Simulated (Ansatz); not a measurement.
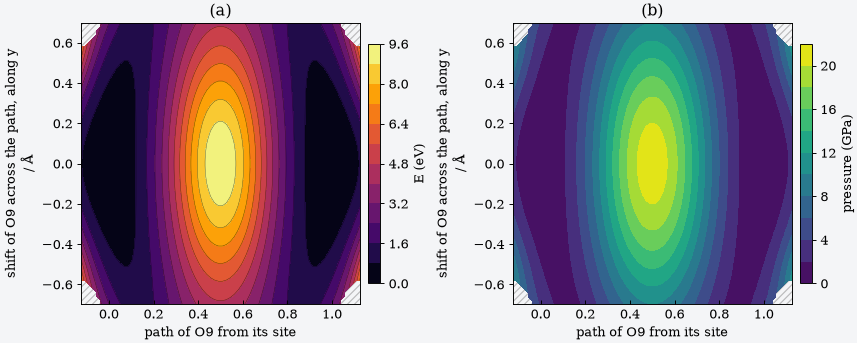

MgO (Pm-3n phase) with one O vacancy (11 atoms in the cell). An atom moved over a plane that holds its own site and a neighbouring vacancy (x along [0 0 1], y along [0 1 0], z along [−1 0 0] of the conventional cell). First axis: path of O9 from its site (0) to the vacancy (1), 2.795 Å. Second axis: shift of O9 across the path, along y. Nothing is relaxed (all other atoms held at the sites of the perfect crystal). Grid: 11 × 9 points; 28 points were computed and 67 follow by symmetry. At 4 points there is no value (left out of the scan, as a rule where atoms come close). Points are written as (first, second). Energies are in eV per cell, from the lowest grid point. The calculation used Ansatz, DFT PBEsol, scalar-relativistic, plane waves, PAW. Settings: cutoff 420 eV, k-mesh 4×4×4, gaussian smearing 0.05 eV, no spin polarisation.

Panel (a) is the energy; panel (b) is the computed pressure, in GPa.

In the figure: filled contours, hatched blanks where no value was computed. Between grid points the surface is interpolated.

### How does the pressure vary over the map, and what is it at the lowest grid point?

Leaving out the highest fifth of the energies, it runs from 0.1 GPa at (0.000, 0.000 Å) [nearest 4 Mg at 1.98 Å] to 11.2 GPa at (0.375, −0.525 Å) [nearest 2 Mg at 1.53 Å]. At the lowest grid point, (0.000, 0.000 Å) [nearest 4 Mg at 1.98 Å], it is 0.1 GPa.

PAW datasets: the set soft_1.
